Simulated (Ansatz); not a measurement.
# CoO: what the fields show

Input file:

```
crystal:
  lattice:
    - [-1.4734932815, 1.4734932815, 2.0833044356]
    - [1.4734932815, -1.4734932815, 2.0833044356]
    - [1.4734932815, 1.4734932815, -2.0833044356]
  atoms:
    - { symbol: Co, position: [0.0302440758, -0.0227640951, 0.0701574191], spin: 2.57 }
    - { symbol: O, position: [0.4697559242, 0.5227640951, -0.0701574191], spin: 0.32 }
basis:
  ecutwfc: 420
kpoints:
  mp_grid: { grid: [16, 16, 16] }
hamiltonian:
  xc: pbesol
scf:
  occupations: { method: gaussian, width: 0.15 }
output:
  forces: true
  stress: true
  eigenvalues: true
  populations: true
  write_density: true
  write_potential: true
  elf: true
  volumetric_format: npy
magnetization:
  spin_polarized: true
```

Run with:

```sh
ansatz run input.yaml --threads 1 --pin off --max-ram 2560MiB --backend cpu --events-out ev --progress --plain --runs-dir out
```

Below, planes, directions and counts refer to the conventional cell (a = 2.95 Å, b = 2.95 Å, c = 2.95 Å, α = 90.01°, β = 119.99°, γ = 119.99°).

Space group P1; changed on purpose from its base cell (atom 2 moved 0.45 A); not relaxed (largest force 1.3 eV/Å); computed pressure about 16 GPa in this cell; spin-polarised.

These are results of DFT PBEsol, scalar-relativistic, plane waves, PAW in Ansatz 0.2.0, not measurements.

The density is the valence pseudo-density of a PAW calculation; it isn't the true density close to the nuclei.

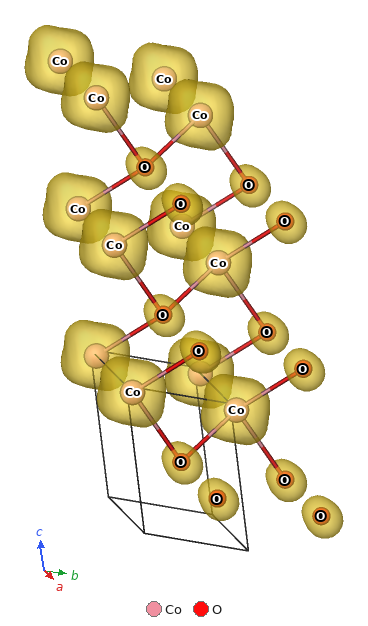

Figure 1. Isosurface of the spin density (up minus down) at +0.3 e/Å³ (yellow), seen slightly off an axis. Sticks mark near contacts.

Question: Where is the spin, and how is it ordered?

Answer: The spin density sits on Co: +2.0 μB in one cell of 2 atoms, with smaller moments on O (up to +0.28 μB): parallel main moments, as they must be, since the calculation's own cell holds one magnetic site. The cell of the calculation (2 atoms) carries 2.6 μB of net spin moment.

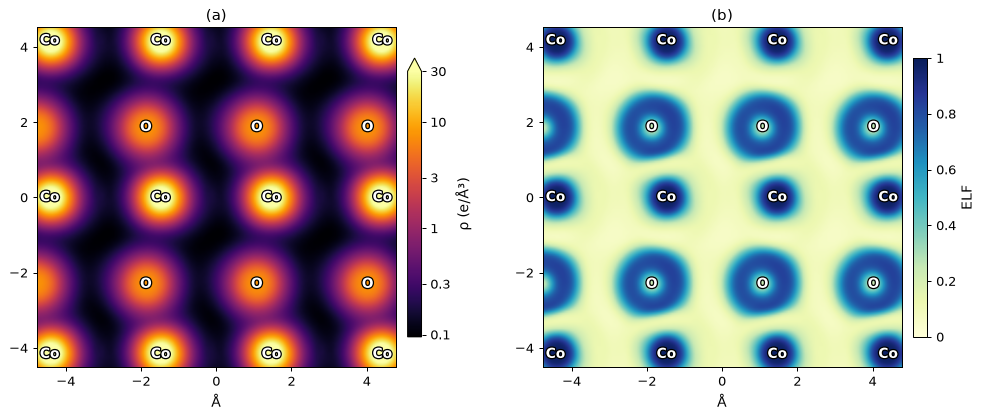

Figure 2. (a) valence charge density (pseudo); (b) ELF on the (011) plane of the conventional cell.

Question: What do the fields say about this system?

Answer:
- Atoms in the plane: Co and O.
- Co–O (1.90 Å): ρ at the midpoint is about 0.75 e/Å³; the ELF peaks at about 0.80 in the valence shell of O, 0.6 Å from its nucleus, and is about 0.20 at the midpoint (no shared electron pair shows on this line).
- Between the atoms the lowest density in this plane is 0.1 e/Å³.
- The features right at Co lie inside the PAW spheres, where the map follows smoothed inner orbitals and isn't to be read closely.

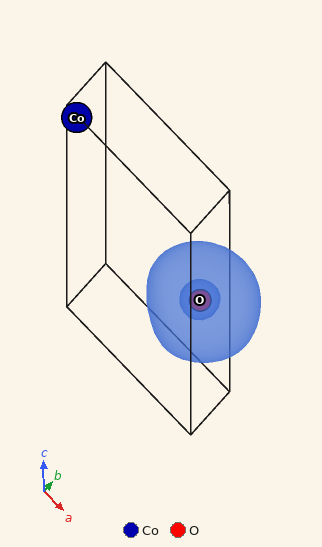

Figure 3. Isosurface of the ELF at 0.6 (blue), seen slightly off an axis. Core shells and regions of very low density are left out.

Question: Identify the bonds, lone pairs and shells in this picture.

Answer: At this value the surface marks out one region wrapped around O (its valence shell), counted in one cell of 2 atoms. Regions shared between cells count once. Along the contacts the grid gives the following. Co–O (1.82 Å): the ELF peaks at about 0.80 in the valence shell of O, 0.6 Å from its nucleus, and is about 0.20 at the midpoint (no shared electron pair shows on this line).

Question: Does the calculation make it a metal, or give it a gap?

Answer: It is metallic or semimetallic at this level of theory: no gap opens; semilocal functionals without U, or without the true magnetic order, often close the gap of such compounds.
